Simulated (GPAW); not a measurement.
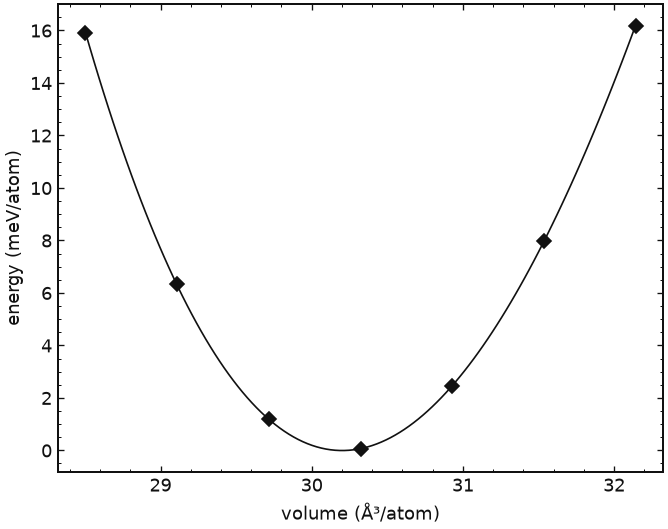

Plotted: energy against volume.

Calculation (GPAW 26.7.0): PAW DFT in plane waves, on a grid or in atomic orbitals, no spin polarisation; energies at scaled volumes of the given cell, shape and fractions fixed, counted from the fit's minimum, third-order Birch-Murnaghan fit. Level: PBE with D3(BJ).

For which of these solids was it computed?
A. Cu₂O, Pn-3m (No. 224)
B. SiC, F-43m (No. 216)
C. Pb, Fm-3m (No. 225)

Answer. C, Pb: energy from 0.06 meV/atom to 16.17 meV/atom, V0 30.2 Å³/atom, B0 47.4 GPa. The others give: SiC, energy from 0.00 meV/atom to 28.78 meV/atom, V0 10.35 Å³/atom, B0 221 GPa; Cu₂O, energy from 0.02 meV/atom to 32.95 meV/atom, V0 13.11 Å³/atom, B0 120 GPa.

For Pb, limits of the calculation: spin-orbit coupling left out, heavy elements.
